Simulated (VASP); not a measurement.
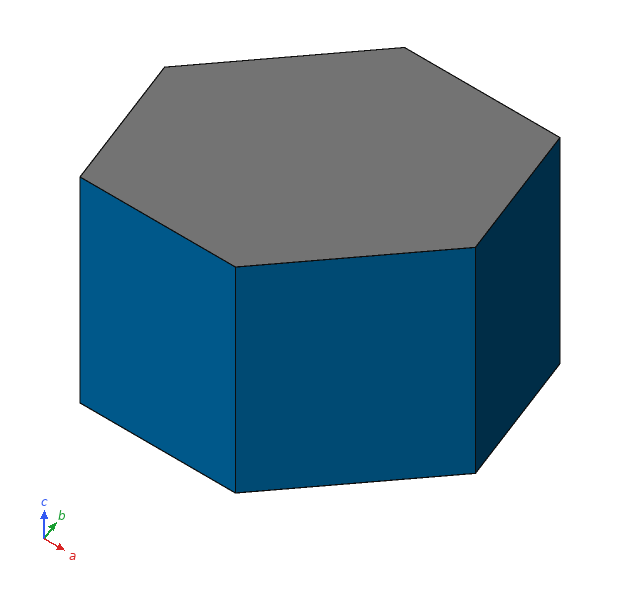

Crystal habit computed by the BFDH rule (growth rate of a face proportional to 1/d, systematic absences taken into account). This is a geometric estimate, not an energy calculation. Faces of one form share a colour. Cell of PtSe₂: space group P-3m1 (No. 164), a = 3.762 Å, b = 3.762 Å, c = 5.330 Å, α = 90.00°, β = 90.00°, γ = 120.00°. Origin: the geometry relaxed with VASP Kohn-Sham DFT of a periodic cell, TPSS, VASP PAW PBE potentials, recommended in VASP. Forms under 0.4 % of the area are left out.

**Give the Miller indices of each colour.**

blue: {100} (d = 3.26 Å, 55 % of the area); grey: {001} (d = 5.33 Å, 45 % of the area).
